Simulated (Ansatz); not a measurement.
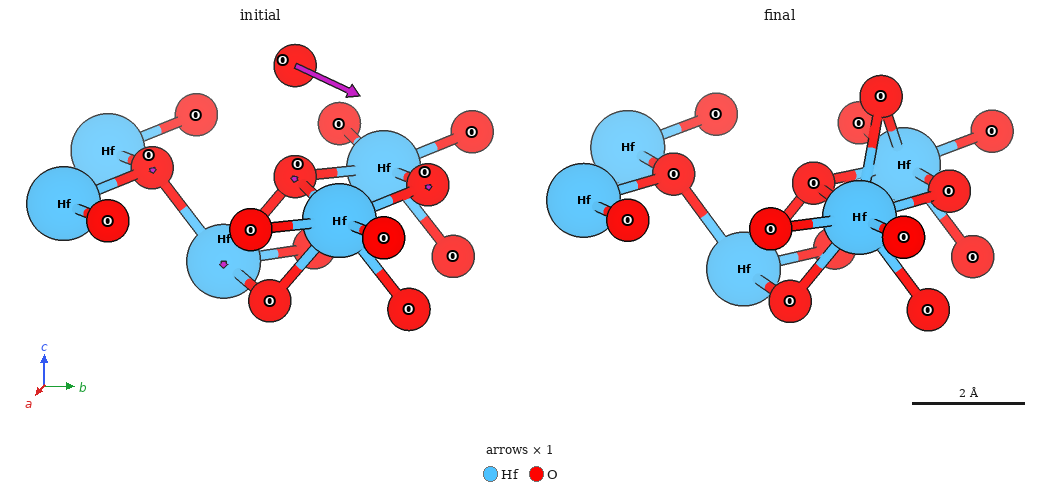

The structure of a slab of composition Hf8O17 (cut from the Fm-3m phase) before (left) and after (right) a constrained relaxation, at one scale. The purple arrows give the displacements, at their true length.

The picture is a ball-and-stick view of the atoms within 5.0 Å of the atom that moves most (axes of the 1 × 2 repeat of the cell, outlined in the plane, without the vacuum (origin shifted)), seen slightly off an axis.

Case: 1 O a cell, anchor, over a top O site. The slab is the (1 1 0) face of HfO2 with O on it. 12 atoms are held fixed.

Theory: Ansatz, DFT PBE+D3(BJ), scalar-relativistic, plane waves, PAW. (plane-wave cutoff 420 eV; k-point mesh 2 × 3 × 1; occupations gaussian; smearing width 0.05 eV; collinear spin; dipole correction; atoms relaxed in a fixed cell; force threshold 0.04 eV/Å; at most 100 steps)

> Summarise the run.

The energy falls by 0.802 eV per cell of the calculation in 8 accepted moves (9 points after the start). Largest force component: 0.97 eV/Å at the start, 0.023 eV/Å at the end. The line search rejected the trial step at point 8 of the run. The largest move is that of an O atom, 1.31 Å at 68° to the normal (−c side). Largest moves by element: O 1.31 Å, Hf 0.14 Å. The lattice vectors keep their values. Some distances before and after: Hf–O 3.176 → 2.509 Å, Hf–Hf 3.412 → 3.498 Å, Hf–O 2.030 → 2.074 Å, Hf–O 2.196 → 2.204 Å. New bonds form, among them: Hf–O (3.18 → 2.51 Å). Bond angles that change, for instance: O–Hf–O 166.9° → 172.9°, O–Hf–O 116.2° → 112.4°, Hf–O–Hf 104.9° → 108.6°. The run may lie on a higher electronic state than the lowest, so the end point isn't shown to be the ground-state structure.

Limits of the set-up: the periodic images lie only 5.1 Å apart, so the values are limited by the cell's size.
